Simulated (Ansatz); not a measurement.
## Geometry relaxation, with input and output: Si30C (part 3 of 3)

The same run, continued: Si30C (defect cell, 31 atoms in the cell); DFT PBE, scalar-relativistic, plane waves, PAW, no spin polarisation (Ansatz 0.2.0); cutoff 420 eV, 2×2×2 k-mesh, Gaussian smearing of 0.02 eV. The structure derives from a Materials Project entry. It belongs to a series of runs on one base structure; here: C after trading places with the vacancy, charge +0, atoms relaxed.

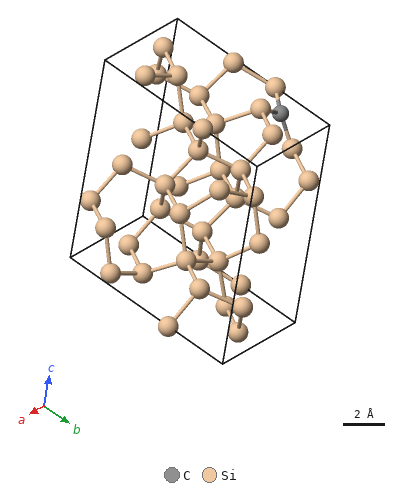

Figure 1. The geometry at step 6 of the log (ball-and-stick view of the cell of the calculation, seen slightly off an axis).

### Trajectory as extended XYZ, continued
```
31
Lattice="-5.7769 3.3353 6.3650 5.7769 -3.3353 6.3650 3.8513 6.6706 -6.3650" Properties=species:S:1:pos:R:3:forces:R:3 step=3 energy=-19319.88606
C    -2.2178    0.9246   -0.5177   -0.3422   0.0906  -0.3341
Si    0.0086    2.2005    6.7971    0.0224  -0.0806   0.1265
Si    3.8372    2.2249    0.4030   -0.0330   0.0025   0.0115
Si    3.8523    2.2239    6.7634   -0.0231   0.0431   0.0024
Si    1.9388    5.5586    0.4267    0.0642   0.0642   0.0929
Si    1.8874    5.9151    6.6117    0.0454  -0.4428   0.1641
Si   -3.8591    2.2438    6.7888    0.0013   0.0249   0.0780
Si    6.0561    5.3570    0.2495   -0.2028   0.0487   0.0250
Si    1.9170    1.1170    3.5739    0.0032  -0.0062  -0.0547
Si    1.9165    1.0993    9.9627   -0.0192  -0.0391   0.0184
Si    5.7941    1.1093    3.6043    0.0680  -0.0195  -0.0021
Si    0.0034    4.4411    3.5680    0.0047  -0.0326  -0.0807
Si    3.8660    4.4517    3.5716    0.0578  -0.0079  -0.0444
Si    3.8404    4.4610   -2.7984   -0.0714   0.0485  -0.0645
Si    1.8722    7.7514    3.9529   -0.0884  -0.0754  -0.0762
Si   -1.9052    1.1273    3.5488    0.0296   0.0097  -0.0345
Si    0.0269    2.2383    2.7259    0.0236   0.0986  -0.0817
Si   -0.0583    2.1915    9.2152   -0.0927  -0.0540   0.2359
Si    3.8606    2.2170    2.7947    0.0058  -0.0251   0.0145
Si   -1.9344    5.5653    2.7882   -0.0053   0.0333  -0.0026
Si    1.9293    5.6064    2.8314    0.0294   0.1293   0.1501
Si    1.9195    5.5901   -3.6547   -0.0325   0.1406  -0.2083
Si    1.9625   -1.1340    2.8269    0.1003  -0.0504   0.1498
Si    5.8013    5.5427    2.7115    0.0962  -0.0664  -0.2076
Si    1.9568    1.0385    5.9693    0.1271  -0.2209   0.0054
Si    1.8977    1.1373   -0.3718    0.0334   0.0513   0.0050
Si    0.0324    4.4198   -0.3625    0.1023   0.0449   0.1030
Si    0.0157    4.4588    5.9548    0.0619  -0.0663   0.0618
Si    3.8097    4.5092    5.9640   -0.1055   0.2235  -0.0520
Si    3.8930    4.4586   -0.3985    0.1081   0.0739   0.0229
Si   -1.9284    1.1250    5.9391    0.0316   0.0596  -0.0239
31
Lattice="-5.7769 3.3353 6.3650 5.7769 -3.3353 6.3650 3.8513 6.6706 -6.3650" Properties=species:S:1:pos:R:3:forces:R:3 step=4 energy=-19319.98331
C    -2.3636    0.8516   -0.5842    0.1268  -0.1365   0.2194
Si    0.0395    2.1571    6.8611   -0.0413   0.0239  -0.0295
Si    3.8460    2.2232    0.4071    0.0241   0.0025   0.0076
Si    3.8606    2.2547    6.7594   -0.0114  -0.0448   0.0037
Si    1.9697    5.6007    0.4606   -0.0470  -0.0564  -0.0036
Si    1.8482    5.8546    6.5949   -0.0802   0.1149  -0.0884
Si   -3.8509    2.2611    6.8030   -0.0338   0.0096   0.0482
Si    6.0060    5.3395    0.2253   -0.0253   0.0188   0.0052
Si    1.9283    1.1261    3.5657    0.0030   0.0316   0.0451
Si    1.9262    1.0828    9.9715   -0.0169   0.0008  -0.0182
Si    5.8201    1.1121    3.6326    0.0083  -0.0052  -0.0171
Si    0.0025    4.4431    3.5638    0.0147  -0.0182   0.0225
Si    3.9005    4.4553    3.5539    0.0118   0.0019   0.0386
Si    3.8093    4.4807   -2.8159    0.0089   0.0009  -0.0105
Si    1.8251    7.7315    3.9444   -0.0054  -0.0375  -0.0732
Si   -1.8751    1.1514    3.5338    0.0104  -0.0197  -0.0163
Si    0.0524    2.2602    2.6892    0.0052   0.0269  -0.1159
Si   -0.0715    2.1744    9.2891    0.0262   0.0222  -0.0045
Si    3.8866    2.2115    2.8002   -0.0390  -0.0326   0.0429
Si   -1.9386    5.5770    2.7871   -0.0209   0.0482  -0.0136
Si    1.9435    5.6060    2.8599    0.0266   0.0254  -0.0521
Si    1.9040    5.6228   -3.6872    0.0116  -0.0457   0.0012
Si    1.9506   -1.1292    2.8416    0.0199  -0.0119  -0.0576
Si    5.8307    5.5391    2.6707   -0.0241   0.0036   0.0156
Si    1.9879    1.0150    5.9686    0.0104  -0.0069  -0.0225
Si    1.9046    1.1509   -0.3649    0.0318  -0.0368   0.0220
Si    0.0693    4.4603   -0.3252   -0.0008   0.0861   0.0267
Si    0.0007    4.3974    5.9624    0.0513  -0.0271   0.0165
Si    3.8141    4.5474    5.9450    0.0033  -0.0037  -0.0032
Si    3.8737    4.4578   -0.4120   -0.0304   0.0719   0.0331
Si   -1.9083    1.1548    5.9383   -0.0179  -0.0061  -0.0224
31
Lattice="-5.7769 3.3353 6.3650 5.7769 -3.3353 6.3650 3.8513 6.6706 -6.3650" Properties=species:S:1:pos:R:3:forces:R:3 step=5 energy=-19319.99463
C    -2.3435    0.8499   -0.5635   -0.0101   0.0553  -0.0288
Si    0.0294    2.1535    6.8563   -0.0070   0.0014   0.0007
Si    3.8560    2.2271    0.4120   -0.0033   0.0076   0.0021
Si    3.8479    2.2536    6.7616   -0.0076  -0.0052   0.0019
Si    1.9625    5.6030    0.4596   -0.0058  -0.0256   0.0062
Si    1.8421    5.8550    6.5935    0.0112  -0.0223   0.0058
Si   -3.8547    2.2585    6.8092   -0.0107  -0.0035   0.0008
Si    6.0080    5.3378    0.2319    0.0232   0.0007  -0.0217
Si    1.9198    1.1291    3.5642    0.0038   0.0067   0.0313
Si    1.9263    1.0831    9.9732   -0.0033   0.0065  -0.0057
Si    5.8209    1.1123    3.6316   -0.0020  -0.0061   0.0018
Si    0.0051    4.4410    3.5573   -0.0030  -0.0062   0.0321
Si    3.9016    4.4537    3.5610    0.0119  -0.0028   0.0036
Si    3.8135    4.4845   -2.8123    0.0035  -0.0088  -0.0015
Si    1.8289    7.7242    3.9485    0.0008   0.0155   0.0463
Si   -1.8681    1.1495    3.5198   -0.0024  -0.0005   0.0077
Si    0.0538    2.2654    2.6577    0.0086   0.0061  -0.0967
Si   -0.0708    2.1746    9.2884   -0.0027  -0.0004   0.0067
Si    3.8821    2.2088    2.8077   -0.0019  -0.0105   0.0120
Si   -1.9402    5.5825    2.7884    0.0047   0.0026   0.0145
Si    1.9483    5.6058    2.8560   -0.0055   0.0032  -0.0039
Si    1.9070    5.6166   -3.6917   -0.0036  -0.0155   0.0234
Si    1.9572   -1.1302    2.8435    0.0020  -0.0024  -0.0072
Si    5.8298    5.5381    2.6741   -0.0101  -0.0008   0.0223
Si    1.9811    1.0098    5.9658    0.0018   0.0110  -0.0129
Si    1.9181    1.1463   -0.3602    0.0263  -0.0329   0.0050
Si    0.0606    4.4763   -0.3248   -0.0034   0.0390  -0.0032
Si    0.0055    4.3921    5.9591    0.0001  -0.0077  -0.0116
Si    3.8090    4.5481    5.9500   -0.0011  -0.0052  -0.0024
Si    3.8722    4.4676   -0.4049   -0.0133  -0.0077  -0.0146
Si   -1.9170    1.1536    5.9269   -0.0011   0.0084  -0.0139
31
Lattice="-5.7769 3.3353 6.3650 5.7769 -3.3353 6.3650 3.8513 6.6706 -6.3650" Properties=species:S:1:pos:R:3:forces:R:3 step=6 energy=-19319.99938
C    -2.3463    0.8575   -0.5527    0.0302   0.0000  -0.0671
Si    0.0251    2.1546    6.8603    0.0197   0.0105   0.0118
Si    3.8591    2.2230    0.4144    0.0205  -0.0128   0.0336
Si    3.8326    2.2571    6.7673   -0.0215   0.0150   0.0243
Si    1.9581    5.6018    0.4630    0.0317   0.0349   0.0366
Si    1.8385    5.8564    6.5966   -0.0148  -0.0095   0.0262
Si   -3.8524    2.2444    6.8114    0.0196  -0.0661   0.0304
Si    6.0018    5.3425    0.2314   -0.0588   0.0057   0.0233
Si    1.9140    1.1333    3.5558   -0.0383   0.0233   0.0090
Si    1.9273    1.0807    9.9819   -0.0088  -0.0043   0.0074
Si    5.8211    1.1138    3.6437    0.0102  -0.0012  -0.0188
Si    0.0080    4.4320    3.5519    0.0220  -0.0513  -0.0270
Si    3.9034    4.4521    3.5645   -0.0121   0.0013  -0.0016
Si    3.8157    4.4815   -2.8107   -0.0085   0.0053  -0.0012
Si    1.8336    7.7318    3.9611   -0.0214  -0.0190   0.0016
Si   -1.8532    1.1551    3.5041    0.0681   0.0541  -0.0226
Si    0.0696    2.2724    2.5771   -0.0580  -0.0152   0.0160
Si   -0.0674    2.1766    9.2969   -0.0090  -0.0015   0.0025
Si    3.8836    2.2050    2.8133    0.0067   0.0050  -0.0127
Si   -1.9396    5.5787    2.7964    0.0022   0.0013  -0.0121
Si    1.9492    5.6118    2.8625   -0.0062  -0.0001  -0.0007
Si    1.9070    5.6154   -3.6861   -0.0038  -0.0126   0.0075
Si    1.9607   -1.1317    2.8475    0.0048   0.0032  -0.0053
Si    5.8307    5.5371    2.6786    0.0024  -0.0011  -0.0043
Si    1.9720    1.0144    5.9573   -0.0014  -0.0095   0.0003
Si    1.9309    1.1232   -0.3477    0.0104   0.0310  -0.0404
Si    0.0489    4.4992   -0.3137   -0.0178  -0.0038  -0.0269
Si    0.0077    4.3885    5.9499   -0.0151   0.0012   0.0402
Si    3.8028    4.5503    5.9539    0.0152  -0.0134  -0.0207
Si    3.8595    4.4596   -0.4043    0.0712   0.0357  -0.0097
Si   -1.9092    1.1530    5.9142   -0.0397  -0.0059   0.0003
31
Lattice="-5.7769 3.3353 6.3650 5.7769 -3.3353 6.3650 3.8513 6.6706 -6.3650" Properties=species:S:1:pos:R:3:forces:R:3 step=7 energy=-19320.00234
C    -2.3456    0.8569   -0.5549    0.0044  -0.0062  -0.0183
Si    0.0235    2.1534    6.8635    0.0099   0.0000   0.0095
Si    3.8653    2.2261    0.4200   -0.0080   0.0002   0.0038
Si    3.8266    2.2594    6.7723    0.0003   0.0069   0.0000
Si    1.9645    5.6050    0.4660    0.0105  -0.0019   0.0085
Si    1.8377    5.8559    6.5986   -0.0004   0.0026   0.0050
Si   -3.8506    2.2358    6.8154    0.0028  -0.0042   0.0008
Si    6.0041    5.3452    0.2335   -0.0164  -0.0077   0.0074
Si    1.9020    1.1404    3.5559   -0.0029  -0.0055  -0.0024
Si    1.9263    1.0799    9.9814    0.0001   0.0039   0.0079
Si    5.8208    1.1140    3.6398   -0.0057  -0.0016   0.0082
Si    0.0091    4.4195    3.5518   -0.0033  -0.0071  -0.0041
Si    3.9018    4.4519    3.5638    0.0042  -0.0001  -0.0018
Si    3.8163    4.4813   -2.8099   -0.0017  -0.0033   0.0019
Si    1.8281    7.7280    3.9597   -0.0045   0.0030   0.0098
Si   -1.8463    1.1604    3.4989    0.0031   0.0054   0.0080
Si    0.0628    2.2711    2.5555    0.0019   0.0074   0.0016
Si   -0.0713    2.1745    9.2999   -0.0008  -0.0078  -0.0022
Si    3.8793    2.2040    2.8169    0.0041   0.0054  -0.0088
Si   -1.9371    5.5766    2.8003    0.0026   0.0012  -0.0030
Si    1.9457    5.6084    2.8637   -0.0035   0.0020   0.0003
Si    1.9083    5.6162   -3.6840   -0.0060   0.0028  -0.0022
Si    1.9592   -1.1272    2.8498    0.0019  -0.0016   0.0014
Si    5.8311    5.5361    2.6797    0.0036  -0.0020  -0.0059
Si    1.9691    1.0150    5.9571    0.0010   0.0001   0.0015
Si    1.9440    1.1170   -0.3495    0.0086  -0.0012  -0.0263
Si    0.0479    4.5139   -0.3177   -0.0047   0.0070  -0.0155
Si    0.0082    4.3862    5.9541   -0.0055   0.0022   0.0051
Si    3.8029    4.5490    5.9521    0.0038   0.0016   0.0025
Si    3.8689    4.4647   -0.4038    0.0060  -0.0044  -0.0035
Si   -1.9102    1.1524    5.9101   -0.0052   0.0032   0.0106
31
Lattice="-5.7769 3.3353 6.3650 5.7769 -3.3353 6.3650 3.8513 6.6706 -6.3650" Properties=species:S:1:pos:R:3:forces:R:3 step=8 energy=-19320.00267
C    -2.3466    0.8555   -0.5546   -0.0046   0.0044  -0.0093
Si    0.0268    2.1535    6.8659   -0.0073  -0.0021  -0.0021
Si    3.8639    2.2255    0.4196   -0.0080   0.0029  -0.0016
Si    3.8252    2.2624    6.7709    0.0086  -0.0033   0.0006
Si    1.9669    5.6044    0.4684   -0.0012  -0.0042  -0.0031
Si    1.8369    5.8560    6.6005    0.0037  -0.0012   0.0014
Si   -3.8495    2.2350    6.8164   -0.0027   0.0073  -0.0037
Si    6.0020    5.3427    0.2344    0.0072  -0.0003   0.0036
Si    1.9005    1.1399    3.5558    0.0013   0.0006  -0.0011
Si    1.9276    1.0800    9.9762    0.0009  -0.0016   0.0074
Si    5.8177    1.1136    3.6376    0.0044   0.0008   0.0068
Si    0.0083    4.4180    3.5529   -0.0001   0.0002   0.0032
Si    3.9027    4.4527    3.5637    0.0001   0.0028  -0.0001
Si    3.8149    4.4817   -2.8106   -0.0030  -0.0027   0.0009
Si    1.8265    7.7270    3.9613   -0.0002   0.0000  -0.0008
Si   -1.8436    1.1620    3.5031   -0.0085  -0.0042   0.0029
Si    0.0625    2.2719    2.5546    0.0008   0.0014   0.0013
Si   -0.0726    2.1727    9.3006    0.0024   0.0004   0.0024
Si    3.8772    2.2053    2.8155   -0.0011  -0.0039   0.0026
Si   -1.9355    5.5777    2.7982    0.0009  -0.0011   0.0023
Si    1.9448    5.6077    2.8654    0.0001  -0.0020   0.0022
Si    1.9061    5.6180   -3.6820    0.0039   0.0031  -0.0040
Si    1.9588   -1.1280    2.8503   -0.0020   0.0081   0.0042
Si    5.8335    5.5345    2.6797   -0.0016  -0.0002  -0.0043
Si    1.9700    1.0134    5.9572   -0.0012   0.0026   0.0002
Si    1.9481    1.1136   -0.3575    0.0115  -0.0072  -0.0010
Si    0.0475    4.5210   -0.3217   -0.0024   0.0086  -0.0017
Si    0.0075    4.3860    5.9563    0.0022   0.0015  -0.0060
Si    3.8036    4.5513    5.9519   -0.0044  -0.0050   0.0022
Si    3.8691    4.4635   -0.4050   -0.0027  -0.0047  -0.0003
Si   -1.9085    1.1526    5.9148    0.0030  -0.0011  -0.0052
```

The run was set up as follows.

### Input
```yaml
crystal:
  lattice:
    - [-5.7769209609, 3.3353068718, 6.3650226989]
    - [5.7769209609, -3.3353068718, 6.3650226989]
    - [3.8512806405, 6.6706137437, -6.3650226989]
  atoms:
    - { symbol: C, position: [0.1352011968, -0.1981321366, 0.0] }
    - { symbol: Si, position: [0.7397988032, 0.5731321366, 0.25] }
    - { symbol: Si, position: [0.1147988032, 0.4481321366, 0.5] }
    - { symbol: Si, position: [0.6147988032, 0.9481321366, 0.5] }
    - { symbol: Si, position: [0.4897988032, 0.3231321366, 0.75] }
    - { symbol: Si, position: [0.9897988032, 0.8231321366, 0.75] }
    - { symbol: Si, position: [0.8647988032, 0.1981321366, 0.0] }
    - { symbol: Si, position: [0.3647988032, 0.6981321366, 1.0] }
    - { symbol: Si, position: [0.3231321366, 0.4897988032, 0.25] }
    - { symbol: Si, position: [0.8231321366, 0.9897988032, 0.25] }
    - { symbol: Si, position: [0.1981321366, 0.8647988032, 0.5] }
    - { symbol: Si, position: [0.6981321366, 0.3647988032, 0.5] }
    - { symbol: Si, position: [0.5731321366, 0.7397988032, 0.75] }
    - { symbol: Si, position: [0.0731321366, 0.2397988032, 0.75] }
    - { symbol: Si, position: [0.9481321366, 0.6147988032, 1.0] }
    - { symbol: Si, position: [0.4481321366, 0.1147988032, 0.0] }
    - { symbol: Si, position: [0.4268678634, 0.2602011968, 0.25] }
    - { symbol: Si, position: [0.9268678634, 0.7602011968, 0.25] }
    - { symbol: Si, position: [0.3018678634, 0.6352011968, 0.5] }
    - { symbol: Si, position: [0.8018678634, 0.1352011968, 0.5] }
    - { symbol: Si, position: [0.6768678634, 0.5102011968, 0.75] }
    - { symbol: Si, position: [0.1768678634, 0.0102011968, 0.75] }
    - { symbol: Si, position: [0.0518678634, 0.3852011968, 0.0] }
    - { symbol: Si, position: [0.5518678634, 0.8852011968, 1.0] }
    - { symbol: Si, position: [0.5102011968, 0.6768678634, 0.25] }
    - { symbol: Si, position: [0.0102011968, 0.1768678634, 0.25] }
    - { symbol: Si, position: [0.3852011968, 0.0518678634, 0.5] }
    - { symbol: Si, position: [0.8852011968, 0.5518678634, 0.5] }
    - { symbol: Si, position: [0.7602011968, 0.9268678634, 0.75] }
    - { symbol: Si, position: [0.2602011968, 0.4268678634, 0.75] }
    - { symbol: Si, position: [0.6352011968, 0.3018678634, 0.0] }
basis:
  ecutwfc: 420
  xc_grid: 2
kpoints:
  mp_grid: { grid: [2, 2, 2], shift: [0.5, 0.5, 0.5] }
hamiltonian:
  xc: pbe
scf:
  occupations: { method: gaussian, width: 0.02 }
output:
  forces: true
  stress: false
  eigenvalues: true
relax:
  adjacent_minimum: "off"
  f_tol: 0.02
  max_steps: 60
```

Launch command:
```bash
ansatz run input.yaml --threads 4 --pin off --max-ram 10240MiB --backend cpu --events-out ev --progress --plain --runs-dir out
```

### Key numbers

- outcome: converged
- electrons treated: 124
- free energy: −19320.0027 eV
- Fermi energy: 5.658 eV
- gap on the k-point mesh: 0.10 eV
- final volume: 654.08 Å³
- largest force (length of the vector) at the end: 0.014 eV/Å
- hardware: 4 threads of Intel Xeon @ 2.50GHz (Skylake/Cascade Lake), 189 GiB of memory available, shared host
- wall time: 2.1 min (CPU time 7.4 min)
- peak memory: 1.4 GiB
